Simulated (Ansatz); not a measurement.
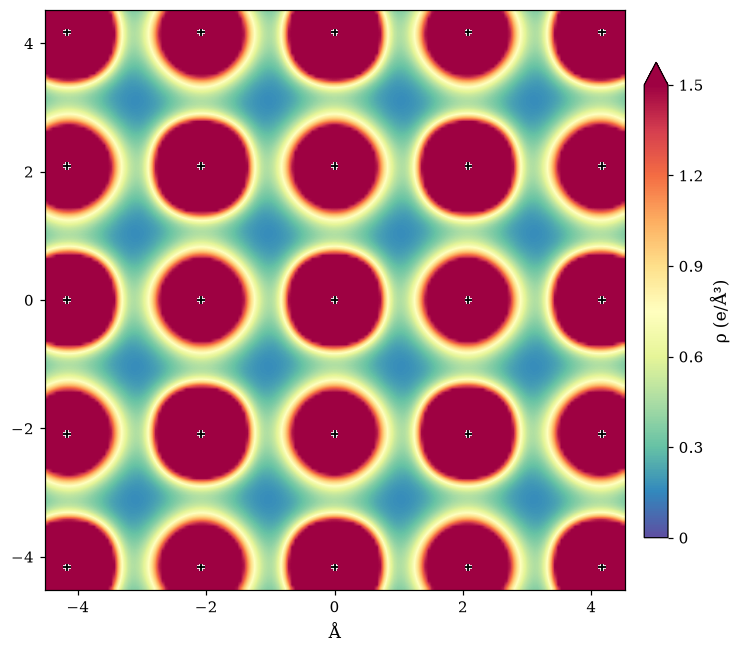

The valence electron density on a plane through atoms (crosses mark nuclei in the plane).

Theory: DFT PBEsol, scalar-relativistic, plane waves, PAW in Ansatz 0.2.0.

Candidates:
A. Mo, a = 3.32 Å, b = 3.32 Å, c = 3.32 Å, α = 90.00°, β = 90.00°, γ = 90.00°. Space group Im-3m; a structure from a database of computed crystals, not necessarily the ambient phase; changed on purpose from its base cell (equal strain along all axes, cell held, atoms relaxed: +6.0 %); computed pressure about −34 GPa in this cell; computed without spin polarisation.
B. ZnS, a = 5.36 Å, b = 5.36 Å, c = 5.36 Å, α = 90.00°, β = 90.00°, γ = 90.00°. Space group F-43m.
C. CoO, a = 4.17 Å, b = 4.17 Å, c = 4.17 Å, α = 90.00°, β = 90.00°, γ = 90.00°. Space group Fm-3m; spin-polarised.

> Which candidate gave the map?

Candidate C: CoO on the (001) plane of the conventional cell, which holds Co and O. Co–O (2.08 Å): the density is about 0.47 e/Å³ at the midpoint.
